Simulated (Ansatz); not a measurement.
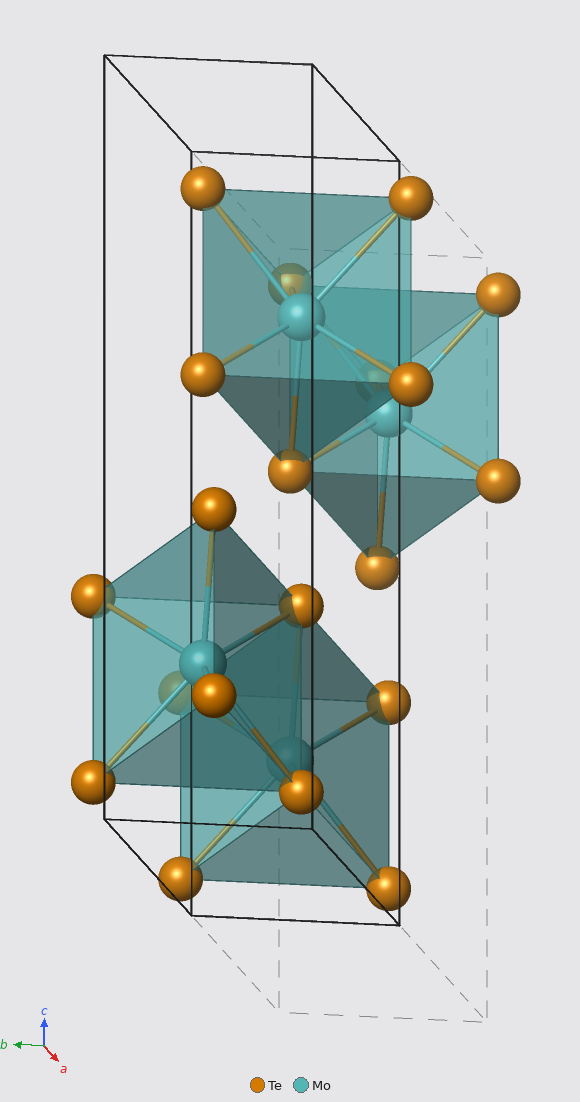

Structure drawing (polyhedral), viewed from a general direction. The conventional unit cell (solid box) is repeated to 2×1×1 cells. Some neighbours outside the box are added.

Te2Mo, space group P6_3/mmc (No. 194), a = 3.49 Å, b = 3.49 Å, c = 14.85 Å, α = 90.00°, β = 90.00°, γ = 120.00°.

Setup: Ansatz, DFT PBEsol, scalar-relativistic, plane waves, PAW; 420 eV cutoff, a 12×12×2 k-point mesh, Gaussian smearing of 0.02 eV, no spin polarisation.

> Classify it as metallic or gapped, with the value.

A semiconductor at this level, with a gap of 0.86 eV.

> What is the computed pressure?

The computed pressure is -0.5 GPa (stretched: it would shrink).

The initial geometry was a structure listed in the Materials Project. Earlier steps of the study may have refined or changed the cell and positions. An electronic-structure calculation with Ansatz was run on it.
